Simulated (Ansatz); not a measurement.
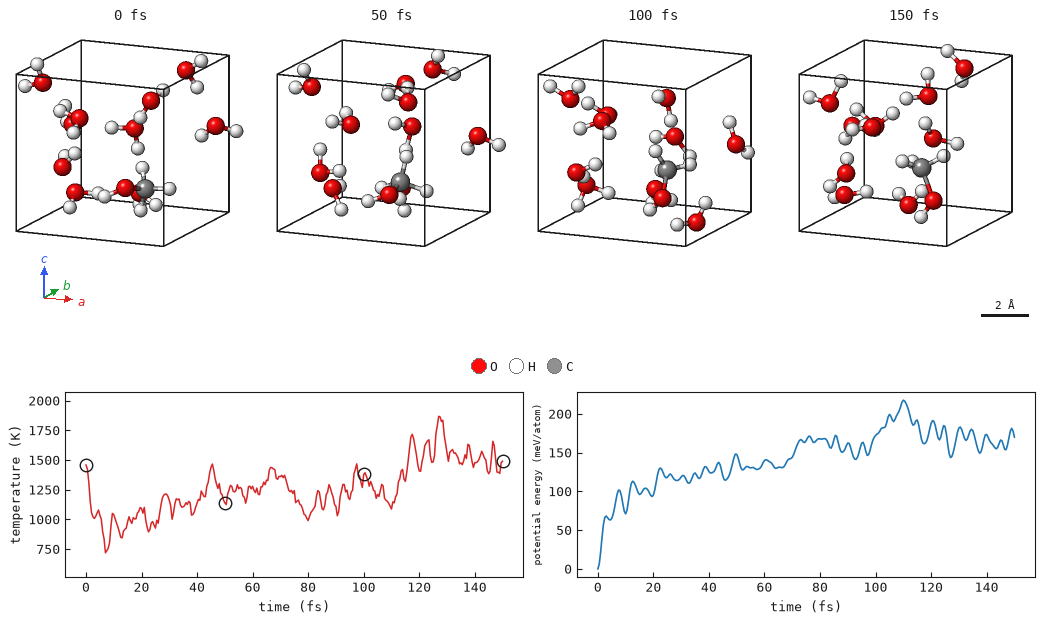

A Born-Oppenheimer molecular dynamics run of a periodic cell with 10 H2O + 1 CH3OH at 1.067 g/cm³, 150 fs long. Frames and the history of the run. A ball-and-stick model of the simulation cell, seen slightly off an axis. Atoms that leave the cell re-enter on the other side.

All numbers below come from DFT PBE-D3(BJ), scalar-relativistic, plane waves, PAW (Ansatz 0.2.0). Set-up: plane-wave cutoff 420 eV; k-point mesh 1 × 1 × 1; Fermi-Dirac smearing 0.05 eV; low-accuracy preset; Langevin thermostat (NVT); set temperature 1500 K; time step 0.5 fs; friction 0.02 per fs.

Input
```yaml
accuracy: low
crystal:
  lattice:
    - [6.912517, 0.0, 0.0]
    - [0.0, 6.912517, 0.0]
    - [0.0, 0.0, 6.912517]
  atoms:
    - { symbol: O, position: [0.12468644, 0.61113374, 0.12208764] }
    - { symbol: H, position: [0.25142103, 0.67748147, 0.1132183] }
    - { symbol: H, position: [0.14210315, 0.48790702, 0.05512626] }
    - { symbol: O, position: [0.07413745, 0.22926502, 0.89889278] }
    - { symbol: H, position: [0.06032709, 0.17408138, 1.02737156] }
    - { symbol: H, position: [-0.06111431, 0.26228527, 0.85776648] }
    - { symbol: O, position: [0.81261821, 0.75264827, 0.93513808] }
    - { symbol: H, position: [0.85985031, 0.81775665, 0.8170201] }
    - { symbol: H, position: [0.93015194, 0.72032828, 1.01277083] }
    - { symbol: O, position: [0.46357721, 0.83020367, 0.10428051] }
    - { symbol: H, position: [0.42065408, 0.9264431, 0.00690725] }
    - { symbol: H, position: [0.59077054, 0.79163689, 0.04813073] }
    - { symbol: O, position: [0.49479121, 0.6852965, 0.54969839] }
    - { symbol: H, position: [0.37294842, 0.6083347, 0.55903733] }
    - { symbol: H, position: [0.49912821, 0.72303633, 0.41396029] }
    - { symbol: O, position: [0.15441828, 0.50310535, 0.58157228] }
    - { symbol: H, position: [0.1285804, 0.44835503, 0.70870029] }
    - { symbol: H, position: [0.06701125, 0.616105, 0.56584841] }
    - { symbol: O, position: [0.40823424, 0.03423208, 0.74735778] }
    - { symbol: H, position: [0.27035741, 0.05120181, 0.77714922] }
    - { symbol: H, position: [0.42547501, -0.09463771, 0.68502289] }
    - { symbol: O, position: [0.73521704, 0.39116741, 0.81279063] }
    - { symbol: H, position: [0.65831516, 0.40185545, 0.6959068] }
    - { symbol: H, position: [0.75554584, 0.52888902, 0.85149854] }
    - { symbol: O, position: [0.24308249, 0.14920883, 0.39578517] }
    - { symbol: H, position: [0.20084997, 0.28039389, 0.43252126] }
    - { symbol: H, position: [0.33851916, 0.12022782, 0.49776371] }
    - { symbol: O, position: [0.9659241, 0.86157117, 0.57193671] }
    - { symbol: H, position: [1.06440628, 0.954411, 0.52810029] }
    - { symbol: H, position: [0.85332235, 0.90097555, 0.49145748] }
    - { symbol: C, position: [0.76458905, 0.23650243, 0.28752599] }
    - { symbol: O, position: [0.71754235, 0.03854295, 0.33209757] }
    - { symbol: H, position: [0.92351054, 0.24844947, 0.30064807] }
    - { symbol: H, position: [0.59093743, 0.00696711, 0.27210524] }
    - { symbol: H, position: [0.71669104, 0.27452226, 0.1382853] }
    - { symbol: H, position: [0.69931863, 0.34077349, 0.39290134] }
basis:
  ecutwfc: 420.0
kpoints:
  mp_grid: { grid: [1, 1, 1] }
hamiltonian:
  xc: pbe
  dispersion: d3bj
scf:
  occupations: { method: fermi_dirac, width: 0.05 }
  lower_state_search: "off"
md:
  timestep: 0.5
  n_steps: 300
  ensemble: nvt_langevin
  temperature: 1500.0
  initial_velocities: maxwell_boltzmann
  seed: 190959
  friction: 0.02
```

Run as
```bash
ansatz run input.yaml --threads 1 --pin off --max-ram 3072MiB --backend cpu --events-out ev --progress --plain --runs-dir out
```

What happens in this trajectory?

Over the second half the temperature averages 1371 K (spread ±204 K). The potential energy in the second half lies on average 171 meV per atom above the first frame. Root-mean-square distances from the starting positions over the second half, with the common drift of all atoms taken out: H 1.42 Å, C 0.90 Å, O 0.71 Å. The heavy atoms stay within a fraction of a molecule's size of their starting places; so short a run doesn't tell a liquid from a solid.

Limits of the set-up: the program's low-accuracy preset was used; the periodic images lie only 6.9 Å apart, so the values are limited by the cell's size.

The run took 10 min on 1 thread of Arm Neoverse V1, with other jobs on the host, peak memory 0.39 GiB.
